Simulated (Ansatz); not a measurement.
**Run report: Ni3Ge, geometry relaxation (part 2 of 2)**

The same run, continued: Ni3Ge (Pm-3m, 4 atoms in the cell); DFT PBEsol, scalar-relativistic, plane waves, PAW, no spin polarisation (Ansatz 0.2.0); cutoff 420 eV, 12×12×12 k-mesh, Fermi–Dirac smearing of 0.15 eV. The structure derives from a Materials Project entry. It belongs to a series of runs on one base structure; here: cell and atoms relaxed tightly for response.

Geometry of the input (Å; fractional positions):
```
3.5249  0.0000  0.0000
0.0000  3.5249  0.0000
0.0000  0.0000  3.5249
Ni 0.5000  0.0000  0.5000
Ni 0.0000  0.5000  0.5000
Ni 0.5000  0.5000  0.0000
Ge 0.0000  0.0000  0.0000
```

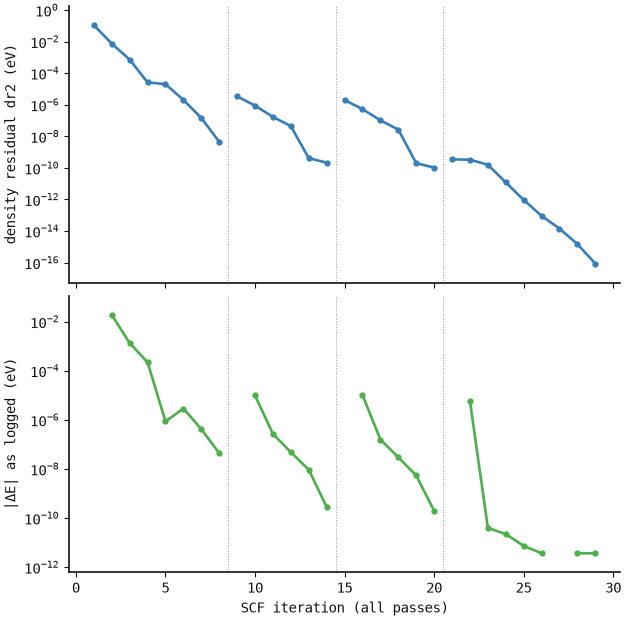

Convergence of the self-consistent field: density residual dr2 and size of the energy change against the SCF iteration. The dotted lines part the SCF passes of the relaxation: geometry steps, rejected trials and re-solves on a re-selected basis. The passes take 8, 6, 6 and 9 iterations.

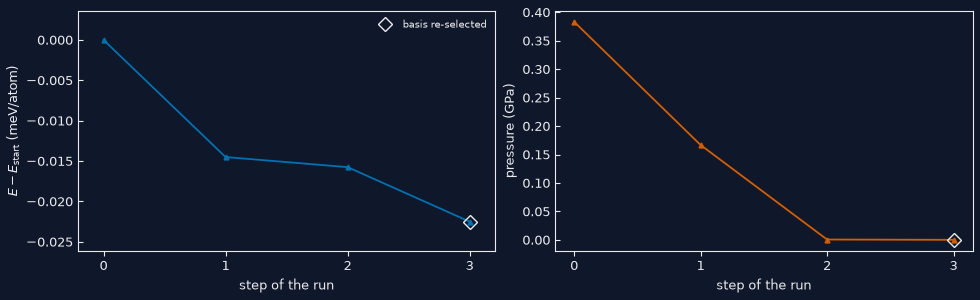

Progress of the relaxation, step by step (the first geometry is step 0 here and step 1 in the log). No atom moves by more than 0.005 Å relative to the cell. Cell: a = b = c 3.525 → 3.527 Å (+0.1 %). Volume +0.2 %. The space group stays Pm-3m (No. 221). After 2 geometry steps the energy has fallen by next to nothing (0.0 meV per atom). All forces vanish by symmetry, so only the cell relaxes. The pressure goes from 0.38 to 0.00 GPa. A last SCF at the same geometry on a re-selected plane-wave basis shifts the energy by next to nothing (0.0 meV per atom).

```
basis re-selected at this cell: Δ(F+E_penalty+E_count) = -2.714e-5 eV, ΔP = -0.001 GPa vs the last step (what re-selecting the basis moved, of the pressure what is left beyond the Pulay correction that the steps carried, after the strain that the cell walked since its last selection, with what the two solves' SCF thresholds leave and, on support functions, any second-order correction that the steps lacked; it is no measure of the basis error at this ecutwfc). This SCF's stress stands 1.61e-4 GPa from its target on what of the cell is left free (relax.cell.stress_tol is 1.00e-2 GPa) and its largest allowed force component is 5.81e-29 eV/Å (relax.f_tol is 1.00e-3 eV/Å): within both
SCF converged after 9 iterations
Free energy (F): -21669.866299 eV
Harris-Foulkes:  -21669.866299 eV  (|F-HF|=7.28e-12)
Internal energy: -21669.694257 eV  (E = F + TS)
E sigma→0 (E₀):  -21669.780278 eV
Entropy (-TS):   -0.172042 eV (-43.011 meV/atom)
Fermi energy:    18.714791 eV
--- Per-component energies (eV) ---
  E_band       = -835.281679
  E_kinetic    = 969.090759
  E_local      = -12152.103869  (includes V_loc(G=0)·N_el)
  E_nonlocal   = 2336.869824
  E_hartree    = 5152.242746
  E_xc         = -331.651852
  E_vxc        = -397.132535  (∫ρ·V_xc dr)
  E_paw        = -6771.044715  (= ΣΔE_a)
  E_vpaw       = -1896.493553  (= ΣTr[D̂ρ^β])
  E_aug_tail   = 0.002204  (compensation charges beyond the density's cutoff)
  E_ewald      = -10874.609156
  E_core_change = 1.509803  (= ΣΔE_core)
  E_smearing   = -0.172042  (= −TS)
  E_closure    = -0.000000  (closes the sum)
  Σ components = -21669.866299   (vs F -21669.866299, Δ=0.00e0)
--- Forces (eV/Å), atoms counted from 1 ---
  atom   1  Ni    -0.00000000     0.00000000     0.00000000
  atom   2  Ni     0.00000000     0.00000000     0.00000000
  atom   3  Ni    -0.00000000     0.00000000     0.00000000
  atom   4  Ge     0.00000000     0.00000000    -0.00000000
  max |Σ_I F_I| component: 6.21e-29 eV/Å
--- Stress (GPa, compression-positive) ---
        0.000161      -0.000000      -0.000000
       -0.000000       0.000161       0.000000
       -0.000000       0.000000       0.000161
  P = ⅓ Tr σ = 0.0002 GPa (0.002 kbar)
--- Band table (eV; the first three rows and the last of 84) ---
  k-point 0: bands = ["-84.2070", "-84.1733", "-84.1733", "-44.8279", "-44.8279", "-44.8279", "-44.7737", "-44.7737", "-44.7737", "-44.6206", "-44.6206", "-44.6206", "-6.0073", "-6.0073", "-5.9924", "-5.9924", "-5.9924", "5.9970", "13.6700", "14.7577", "14.7577", "15.1729", "15.1729", "15.1729", "17.1439", "17.1439", "17.1439", "17.6053", "17.6053", "17.6053", "18.0203", "18.0203", "18.3301", "18.6382", "18.6382", "18.6382", "22.5796", "25.4820", "25.4820", "29.1185", "29.1185"]
  k-point 1: bands = ["-84.2065", "-84.1738", "-84.1733", "-44.8267", "-44.8267", "-44.8263", "-44.7740", "-44.7740", "-44.7738", "-44.6226", "-44.6215", "-44.6215", "-6.0070", "-6.0055", "-5.9924", "-5.9924", "-5.9923", "6.0763", "13.6801", "14.6124", "14.8128", "15.1601", "15.1601", "15.1925", "16.9036", "16.9036", "17.1209", "17.3320", "17.7810", "17.7810", "18.0203", "18.0262", "18.2961", "18.6383", "18.7850", "18.7850", "22.8275", "25.4780", "25.7672", "28.8714", "28.9441"]
  k-point 2: bands = ["-84.2050", "-84.1752", "-84.1732", "-44.8232", "-44.8232", "-44.8215", "-44.7752", "-44.7752", "-44.7741", "-44.6280", "-44.6238", "-44.6238", "-6.0061", "-6.0005", "-5.9924", "-5.9924", "-5.9921", "6.3103", "13.5502", "14.2984", "14.9719", "15.1156", "15.1156", "15.2485", "16.6126", "16.6126", "16.9266", "17.0557", "17.8312", "17.8312", "17.9483", "18.0153", "18.1996", "18.6385", "19.2853", "19.2853", "23.1922", "25.4667", "26.6120", "28.2686", "28.2686"]
  k-point 83: bands = ["-84.1844", "-84.1844", "-84.1844", "-44.8507", "-44.8507", "-44.8507", "-44.7800", "-44.7220", "-44.7220", "-44.7220", "-44.5903", "-44.5903", "-6.0057", "-6.0057", "-6.0057", "-5.9671", "-5.9671", "9.5773", "14.4517", "14.4517", "14.4517", "14.7336", "14.7336", "14.7336", "16.4111", "16.4111", "16.4111", "17.2596", "17.2596", "17.2596", "17.4404", "17.4404", "17.9970", "18.4083", "18.4083", "18.4083", "19.3309", "22.8097", "22.8097", "22.8097", "35.9606"]
--- Relaxed structure (3 steps of the walk, 3 accepted, 1 SCFs on fresh bases) ---
  F+E_penalty+E_count = -21669.86629886 eV   max|allowed force component| = 5.811e-29 eV/Å   (the final SCF, on the basis selected at the relaxed cell)
  cell:  # Å, volume = 43.8744 Å³
    - [3.5269858263381737, 4.0123540508067415e-35, 4.81482486096809e-35]
    - [4.0123540508067415e-35, 3.5269858263381737, -8.024708101613482e-36]
    - [4.81482486096809e-35, -8.024708101613482e-36, 3.5269858263381737]
  atoms:
    - { symbol: Ni, position: [0.49999999999999994, -2.8457103761681925e-37, 0.49999999999999994] }
    - { symbol: Ni, position: [-2.8457103763853456e-36, 0.49999999999999994, 0.49999999999999994] }
    - { symbol: Ni, position: [0.49999999999999994, 0.49999999999999994, 3.83047274426863e-47] }
    - { symbol: Ge, position: [6.2605628283219e-36, -2.8457103759611447e-37, -1.1382841505480304e-36] }
```

Trajectory as extended XYZ (Å, eV, eV/Å), 4 frames, from step=1 to step=4:
```
4
Lattice="3.5249 0.0000 0.0000 0.0000 3.5249 0.0000 0.0000 0.0000 3.5249" Properties=species:S:1:pos:R:3:forces:R:3 step=1 energy=-21669.86621 pressure_GPa=0.38
Ni    1.7625    0.0000    1.7625    0.0000   0.0000   0.0000
Ni    0.0000    1.7625    1.7625    0.0000   0.0000   0.0000
Ni    1.7625    1.7625    0.0000    0.0000   0.0000   0.0000
Ge    0.0000    0.0000    0.0000    0.0000   0.0000   0.0000
4
Lattice="3.5261 0.0000 0.0000 0.0000 3.5261 0.0000 0.0000 0.0000 3.5261" Properties=species:S:1:pos:R:3:forces:R:3 step=2 energy=-21669.86627 pressure_GPa=0.17
Ni    1.7630    0.0000    1.7630    0.0000   0.0000   0.0000
Ni    0.0000    1.7630    1.7630    0.0000   0.0000   0.0000
Ni    1.7630    1.7630    0.0000    0.0000   0.0000   0.0000
Ge    0.0000    0.0000    0.0000    0.0000   0.0000   0.0000
4
Lattice="3.5270 0.0000 0.0000 0.0000 3.5270 0.0000 0.0000 0.0000 3.5270" Properties=species:S:1:pos:R:3:forces:R:3 step=3 energy=-21669.86627 pressure_GPa=0.00
Ni    1.7635    0.0000    1.7635    0.0000   0.0000   0.0000
Ni    0.0000    1.7635    1.7635    0.0000   0.0000   0.0000
Ni    1.7635    1.7635    0.0000    0.0000   0.0000   0.0000
Ge    0.0000    0.0000    0.0000    0.0000   0.0000   0.0000
4
Lattice="3.5270 0.0000 0.0000 0.0000 3.5270 0.0000 0.0000 0.0000 3.5270" Properties=species:S:1:pos:R:3:forces:R:3 step=4 energy=-21669.86630 pressure_GPa=0.00
Ni    1.7635    0.0000    1.7635    0.0000   0.0000   0.0000
Ni    0.0000    1.7635    1.7635    0.0000   0.0000   0.0000
Ni    1.7635    1.7635    0.0000    0.0000   0.0000   0.0000
Ge    0.0000    0.0000    0.0000    0.0000   0.0000   0.0000
```

Summary:

| quantity | value |
| --- | --- |
| outcome | converged |
| space group (tolerance 0.01 Å) | Pm-3m (221) |
| electrons treated | 68 |
| free energy | −21669.8663 eV |
| Fermi energy | 18.715 eV |
| gap on the k-point mesh | none (metallic) |
| pressure | 0.00 GPa |
| final volume | 43.87 Å³ |
| largest force (length of the vector) at the end | under 0.001 eV/Å |
| final cell | a = 3.527 Å, b = 3.527 Å, c = 3.527 Å, α = 90.00°, β = 90.00°, γ = 90.00° |
| hardware | 2 threads of Intel Xeon @ 2.50GHz (Skylake/Cascade Lake), 189 GiB of memory available, shared host |
| wall time | 40 s (CPU time 75 s) |
| peak memory | 0.46 GiB |

Results for this metal are sensitive to the k-point mesh. The run has no spin polarisation, so a magnetic state may lie lower.
